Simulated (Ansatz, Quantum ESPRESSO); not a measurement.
# SiC (Moissanite 3C): from Born charge to LO-TO splitting

Wanted: the LO mode of SiC (Moissanite 3C) from the TO mode and the field response.

Main program and level: Quantum ESPRESSO 8.0 development, patched; DFT LDA, scalar-relativistic, plane waves, PseudoDojo norm-conserving pseudopotentials.

## Step 1: The relaxed structure

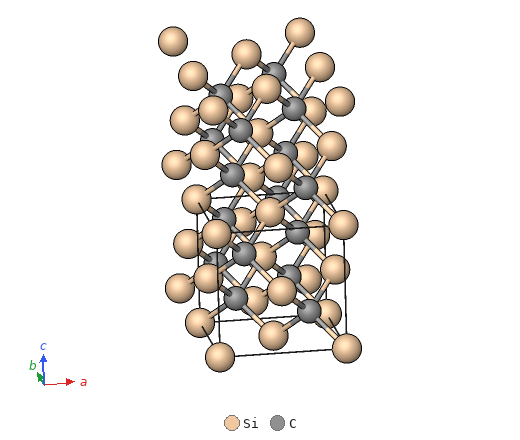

The cell as given, slightly off an axis (silicon light orange, carbon grey). 1×2×2 cells are drawn. This picture shows the conventional cell, with its axes. Bonds to atoms that aren't drawn are left out. Some periodic images of atoms are drawn too.

This is the cell after its relaxation at this level of theory, not the database cell from which that began.

## Step 2: What the response run gave

A linear-response run on the relaxed cell, with the response to an electric field; only its zone-centre results are used. Cutoff 82 Ry, k mesh 12×12×12.

What it wrote:

```text
[banners, grids, parts of the stress and lines that vanish by symmetry left out]
Program PHONON v.8.0dev
     Dynamical matrices for q-points given in input
     (   1q-points):
[...]
Exchange-correlation= PW
                           (   1   4   0   0   0   0   0)
[...]
kinetic-energy cut-off    =      82.0000  Ry
     charge density cut-off    =     328.0000  Ry
     convergence threshold     =      1.0E-18
[...]
Exchange-correlation= PW
                           (   1   4   0   0   0   0   0)
[...]
q = (   0.0000000   0.0000000   0.0000000 )
     25 Sym.Ops. (with q -> -q+G )
     G cutoff =  277.5253  (  13731 G-vectors)     FFT grid: ( 36, 36, 36)
     number of k points=    72
[...]
Mode symmetry, T_d (-43m)  point group:
[...]
Dielectric constant
[...]
End of electric fields calculation
          Dielectric constant in cartesian axis
          (       6.878553481       0.000000000       0.000000000 )
          (      -0.000000000       6.878553481      -0.000000000 )
          (       0.000000000       0.000000000       6.878553481 )
          Effective charges (d Force / dE) in cartesian axis without acoustic sum rule applied (asr)
           atom    1  Si    Mean Z*:        2.72207
      Ex  (        2.72207        0.00000       -0.00000 )
      Ey  (        0.00000        2.72207       -0.00000 )
      Ez  (        0.00000        0.00000        2.72207 )
           atom    2  C     Mean Z*:       -2.72360
      Ex  (       -2.72360       -0.00000       -0.00000 )
      Ey  (       -0.00000       -2.72360       -0.00000 )
      Ez  (       -0.00000       -0.00000       -2.72360 )
          Effective charges Sum: Mean:       -0.00153
[...]
Effective charges (d Force / dE) in cartesian axis with asr applied:
           atom    1  Si    Mean Z*:        2.72283
[...]
atom    2  C     Mean Z*:       -2.72283
[...]
Dielectric constant from finite-differences
          (       6.878394413      -0.000000000      -0.000000000 )
          (      -0.000000000       6.878394413       0.000000000 )
          (      -0.000000000       0.000000000       6.878394413 )
[...]
(      -0.000000000       0.000000000      -0.000000000 )
          (       0.000000000       0.000000000     -16.427826201 )
          (      -0.000000000     -16.427826201      -0.000000000 )
          (       0.000000000       0.000000000     -16.427826201 )
          (       0.000000000       0.000000000       0.000000000 )
          (     -16.427826201       0.000000000       0.000000000 )
          (      -0.000000000     -16.427826201      -0.000000000 )
          (     -16.427826201      -0.000000000       0.000000000 )
[...]
(       0.000000000       0.000000000       0.000000000 )
          (      -0.645490652      -0.000000000      -0.000000000 )
          (       0.000000000      -0.645490652       0.000000000 )
          (      -0.645490652       0.000000000       0.000000000 )
          (       0.000000000      -0.000000000      -0.000000000 )
[...]
Representation #   1 modes #   1   2   3
[...]
End of self-consistent calculation
     Convergence has been achieved
     Representation #   2 modes #   4   5   6
[...]
End of self-consistent calculation
     Convergence has been achieved
[...]
Dielectric constant in cartesian axis
          (       6.878553481       0.000000000       0.000000000 )
          (      -0.000000000       6.878553481      -0.000000000 )
          (       0.000000000       0.000000000       6.878553481 )
          Effective charges (d Force / dE) in cartesian axis without acoustic sum rule applied (asr)
           atom    1  Si    Mean Z*:        2.72207
      Ex  (        2.72207        0.00000       -0.00000 )
      Ey  (        0.00000        2.72207       -0.00000 )
      Ez  (        0.00000        0.00000        2.72207 )
           atom    2  C     Mean Z*:       -2.72360
      Ex  (       -2.72360       -0.00000       -0.00000 )
      Ey  (       -0.00000       -2.72360       -0.00000 )
      Ez  (       -0.00000       -0.00000       -2.72360 )
          Effective charges Sum: Mean:       -0.00153
[...]
Effective charges (d Force / dE) in cartesian axis with asr applied:
           atom    1  Si    Mean Z*:        2.72283
[...]
atom    2  C     Mean Z*:       -2.72283
[...]
q = (    0.000000000   0.000000000   0.000000000 )
[...]
freq (    1) =      -0.032363 [THz] =      -1.079511 [cm-1]
     freq (    2) =      -0.032363 [THz] =      -1.079511 [cm-1]
     freq (    3) =      -0.032363 [THz] =      -1.079511 [cm-1]
     freq (    4) =      23.933127 [THz] =     798.323193 [cm-1]
     freq (    5) =      23.933127 [THz] =     798.323193 [cm-1]
     freq (    6) =      23.933127 [THz] =     798.323193 [cm-1]
[...]
Mode symmetry, T_d (-43m)  point group:
     freq (   1-   3) =         -1.1  [cm-1]   --> T_2  G_15 P_4   I+R
     freq (   4-   6) =        798.3  [cm-1]   --> T_2  G_15 P_4   I+R

   JOB DONE.
```

```tsv
quantity	value
cell volume Ω (Å³)	20.229
mass of Si (u)	28.085
mass of C (u)	12.011
Born charge of Si, raw (e)	2.722
Born charge of C, raw (e)	-2.724
ε∞	6.879
ω(TO) after the sum rule (cm⁻¹)	798.3
```

## Step 3: The calculation

The charges must sum to zero over the cell; taking off their mean, -0.001 e, leaves Z* = 2.723 e on Si. In the polar mode Si moves against C, so the reduced mass is μ = 28.09 × 12.01 / 40.10 = 8.413 u.

A longitudinal wave builds up a field that adds to the restoring force: ω(LO)² = ω(TO)² + 4π Z*² / (μ Ω ε∞), in Hartree atomic units. With μ = 15336 electron masses and Ω = 136.51 bohr³ the second term is 6.4696e-06 Ha², or 311635 cm⁻² (1 Ha = 219474.6 cm⁻¹).

So ω(LO) = √(637331 + 311635) = 974.1 cm⁻¹, and by the Lyddane-Sachs-Teller relation ε₀ = ε∞ (ω(LO)/ω(TO))² = 10.24.

## Step 4: Check against the program

The analysis program adds the same non-analytic term to the full matrix, here for q along (1 0 0).

What it wrote:

```text
[banner, memory and clock lines left out]
Program DYNMAT v.8.0dev

     Reading Dynamical Matrix from file g.dyn
     ...Force constants read
     ...epsilon and Z* read
     ...Raman cross sections read

     Polarizability (A^3 units)
     multiply by 0.337893 for Clausius-Mossotti correction (not under assume_isolated = 'mt')
         9.463062   -0.000000    0.000000
         0.000000    9.463062    0.000000
         0.000000   -0.000000    9.463062

     IR activities are in (D/A)^2/amu units
     Raman activities are in A^4/amu units
     multiply Raman by 0.013035 for Clausius-Mossotti correction (not under assume_isolated = 'mt')

# mode   [cm-1]    [THz]      IR          Raman   depol.fact
    1     -0.00   -0.0000    0.0000         0.0000    0.7500
    2     -0.00   -0.0000    0.0000         0.0000    0.7500
    3      0.00    0.0000    0.0000         0.0000    0.7500
    4    798.33   23.9332   20.3309         9.6257    0.7500
    5    798.33   23.9332   20.3309         9.6257    0.7500
    6    974.14   29.2041   20.3309         9.6257    0.7500
```

ε₀ comes from the program's run without a direction of q.

```tsv
quantity	by hand	program
ω(LO) (cm⁻¹)	974.1	974.1
ε₀	10.24	10.24
```

## Step 5: Outcome

```json
{
  "TO mode": "798.3 cm⁻¹",
  "LO mode": "974.1 cm⁻¹",
  "static dielectric constant": "10.24"
}
```

**Reading.** The LO mode of SiC (Moissanite 3C) lies at 974 cm⁻¹, 176 cm⁻¹ above the TO mode; the formula meets the program within 0.1 cm⁻¹, as it must for a cubic crystal with one polar mode. ω(LO)² − ω(TO)² goes with Z*²/ε∞: an error of 5 % in ε∞ would move the LO mode by 7.6 cm⁻¹, and semilocal functionals tend to overestimate ε∞. These are harmonic values at zero temperature, at the volume of this functional, for the structure held cubic; stability elsewhere in the zone is no part of this calculation.

[Host names and launcher messages were left out of these logs when they were recorded.]

[Logs are printed without paths, hosts, clocks, repeated set-up lines and the standing remarks that a program may print on its own settings, such as how far it seeks lower states.]

[Hosts, paths, dates, database ids (printed as entryN), source tags and the programs' standing remarks are cut or masked in the printed files.]
